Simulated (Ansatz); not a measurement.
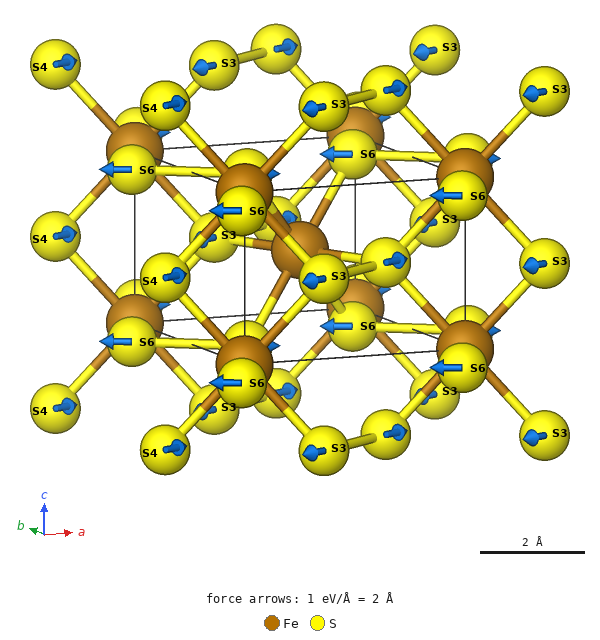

A changed version of crystalline FeS2 (built on the database structure type) at its r2SCAN-relaxed geometry, with the computed forces as blue arrows. The picture is a ball-and-stick view of the cell of the calculation, seen slightly off an axis.

Method: Ansatz, DFT, PBE, plane waves, PAW. Settings: plane-wave cutoff 420 eV; k-point mesh 6 × 6 × 8; occupations fermi dirac; smearing width 0.02 eV; no spin polarisation.

Q: Where do the forces point?

A: The cell is strained by +5.0 % along a and none across it (volume +5.0 %). The atoms were relaxed with r2SCAN under that strain, and this is a single point on that geometry. Some distances before and after: S–S 2.216 → 2.285 Å, Fe–S 2.246 → 2.286 Å, Fe–S 2.226 → 2.245 Å. The space group stays Pnnm (No. 58). The energy rises by 25.0 meV per atom. The pressure goes from 0.8 to −5.6 GPa. The principal stresses (compression positive) are −0.5 GPa along b, −4.0 GPa along c, −12.2 GPa along a. The largest forces, 0.33 eV/Å, act on 4 S atoms of the calculation's cell. The band gap: 0.85 eV before, 0.56 eV after.

Limits of the set-up: an element that often carries a moment was run without spin polarisation.
